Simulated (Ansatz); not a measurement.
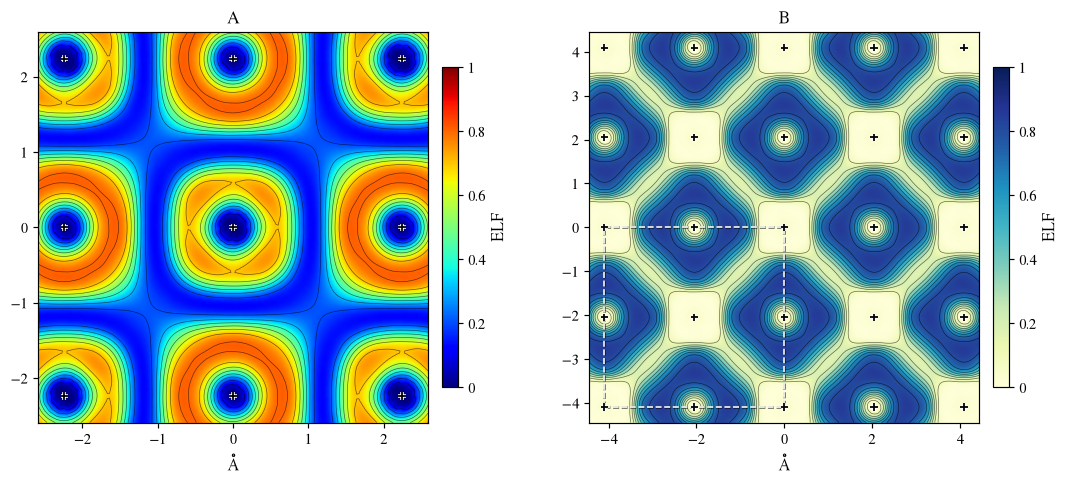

The electron localisation function of 2 systems, each on a plane through atoms (crosses mark nuclei in the plane).

These are results of Ansatz, Kohn-Sham DFT of a periodic cell, PBE0, Ansatz PAW, not measurements.

System 1: TaN, the (100) plane of the conventional cell. Space group Fm-3m; a structure from a database of computed crystals, not necessarily the ambient phase; computed pressure about −21 GPa in this cell.

```xyz
8
Lattice="4.4808 0.0000 0.0000 0.0000 4.4808 0.0000 0.0000 0.0000 4.4808" Properties=species:S:1:pos:R:3 pbc="T T T"
Ta    2.2404    0.0000    0.0000
Ta    0.0000    2.2404    0.0000
Ta    0.0000    0.0000    2.2404
Ta    2.2404    2.2404    2.2404
N     0.0000    0.0000    0.0000
N     2.2404    2.2404    0.0000
N     2.2404    0.0000    2.2404
N     0.0000    2.2404    2.2404
```

System 2: AlN, the (100) plane of the conventional cell. Space group Fm-3m; a structure from a database of computed crystals, not necessarily the ambient phase; computed pressure about −12 GPa in this cell.

```
CELL_PARAMETERS angstrom
4.09598 0.00000 0.00000
0.00000 4.09598 0.00000
0.00000 0.00000 4.09598
ATOMIC_POSITIONS crystal
Al 0.50000 0.00000 0.00000
Al 0.00000 0.50000 0.00000
Al 0.00000 0.00000 0.50000
Al 0.50000 0.50000 0.50000
N 0.00000 0.00000 0.00000
N 0.50000 0.50000 0.00000
N 0.50000 0.00000 0.50000
N 0.00000 0.50000 0.50000
```

Q: Which map belongs to which system?

A: Panel A is system 1, TaN: the plane holds Ta and N. Ta–N (2.24 Å): the ELF peaks at about 0.80 in the valence shell of N, 0.7 Å from its nucleus, and is about 0.15 at the midpoint: no localised pair shows between them. Panel B is system 2, AlN: the plane holds Al and N. Al–N (2.05 Å): the ELF peaks at about 0.85 in the valence shell of N, 0.8 Å from its nucleus, and is about 0.80 at the midpoint.
